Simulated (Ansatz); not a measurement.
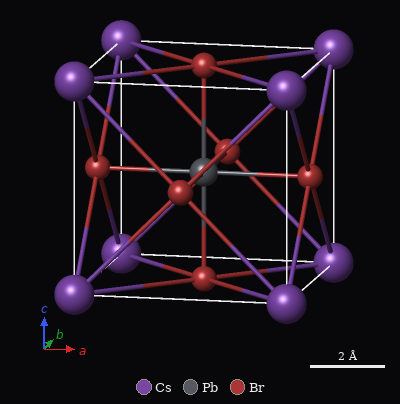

The image is a ball-and-stick drawing of a crystal, viewed slightly off an axis. The wireframe shows the conventional unit cell.

CsPbBr3, cubic perovskite, space group Pm-3m (No. 221), a = 5.943 Å, b = 5.943 Å, c = 5.943 Å, α = 90.00°, β = 90.00°, γ = 90.00°. It goes back to a structure type filled with these elements by a generator (whether the compound takes this form wasn't checked). Earlier steps of the study may have refined or changed the cell and positions. It was run through Ansatz as a DFT input.

This one geometry was computed with Ansatz (DFT, plane waves, PAW) at six levels of theory: dielectric-dependent PBE0 (fraction 1/eps_inf of PBE), PBE, PBE with spin-orbit coupling, LDA, HSE06 and r2SCAN. It was relaxed beforehand with r2SCAN.

Which level gives the highest pressure at this volume, and what does that say about its equilibrium volume?

Highest: dielectric-dependent PBE0 (fraction 1/eps_inf of PBE) (0.3 GPa), PBE (0.7 GPa), PBE with spin-orbit coupling (0.6 GPa) and HSE06 (0.3 GPa), which points to the largest equilibrium volume. Lowest, with the smallest volume: LDA (-1.7 GPa). Levels within 0.5 GPa of each other can't be told apart.

How does the band gap change with the level of theory?

PBE with spin-orbit coupling: a gap of 0.44 eV, direct; LDA: a gap of 1.52 eV, direct; PBE: a gap of 1.67 eV, direct; r2SCAN: a gap of 2.04 eV, direct; HSE06: a gap of 2.28 eV, direct; dielectric-dependent PBE0 (fraction 1/eps_inf of PBE): a gap of 2.74 eV, direct.

Collect the results in a table.

| level | cutoff (eV) | k-mesh of the run's cell | gap (eV) | pressure (GPa) |
| --- | --- | --- | --- | --- |
| dielectric-dependent PBE0 (fraction 1/eps_inf of PBE) | 420 | 4×4×4 | 2.74 | 0.3 |
| PBE | 420 | 4×4×4 | 1.67 | 0.7 |
| PBE with spin-orbit coupling | 420 | 4×4×4 | 0.44 | 0.6 |
| LDA | 420 | 4×4×4 | 1.52 | -1.7 |
| HSE06 | 420 | 4×4×4 | 2.28 | 0.3 |
| r2SCAN | 500 | 4×4×4 | 2.04 | 0.0 |

Gaps are taken on the k-mesh or band path of each run.
